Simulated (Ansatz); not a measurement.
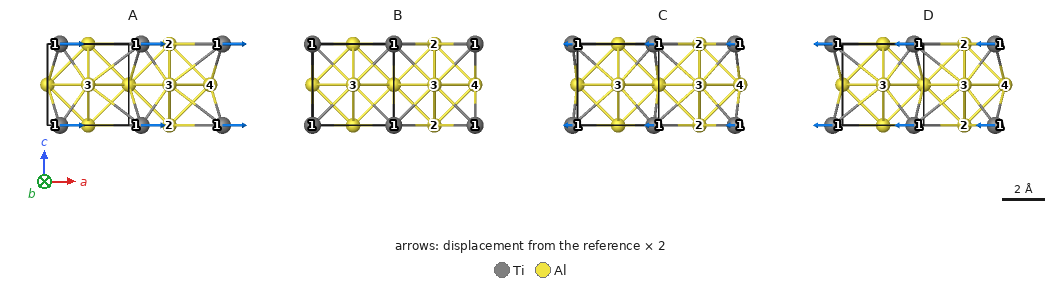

A scan of a crystal of TiAl3 (Pm-3m) along one coordinate. A ball-and-stick model of the cell of the calculation, repeated 2 × 2 × 1 with one cell outlined, seen along the b axis. Blue arrows: displacements from the reference.

Theory: DFT r2SCAN, scalar-relativistic, plane waves, PAW (Ansatz). (plane-wave cutoff 500 eV; k-point mesh 12 × 12 × 12; occupations gaussian; smearing width 0.15 eV; no spin polarisation). Energies (free energies at the smearing named) are counted from the relaxed crystal.

Which coordinate changes from frame to frame?

Ti1 (one in each cell of 4 atoms) is moved towards the nearest copy of atom 1 (Ti) at 3.956 Å, all else fixed. In the frames the displacement is −0.60 Å (A), 0.00 Å (B), 0.24 Å (C), 0.48 Å (D). Their energies are 1844 meV/cell, 0 meV/cell, 287 meV/cell, 1166 meV/cell.
